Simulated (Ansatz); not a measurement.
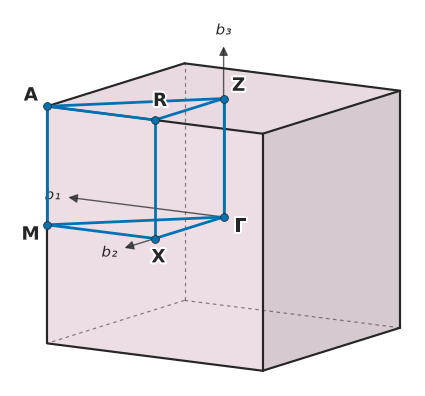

The figure shows the first Brillouin zone with its special points and a band path. Crystal: KNbO₃, the geometry relaxed with Ansatz, DFT PBE, scalar-relativistic, plane waves, PAW. The drawing is computed from the coordinates (standard cell, symmetry found to 0.002 Å).

Labels and path follow the convention of Hinuma et al. (2017), as computed by seekpath; the arrows show the directions of the reciprocal primitive vectors b₁, b₂, b₃.

**What lattice type do the shape and the labels point to?**

A primitive tetragonal lattice (tP; extended symbol tP1). The zone is a parallelepiped in its combinatorial type: 6 faces (6 with 4 edges), 12 edges, 8 vertices.

**In which order does the conventional band path visit the special points?**

Γ–X–M–Γ–Z–R–A–Z | X–R | M–A
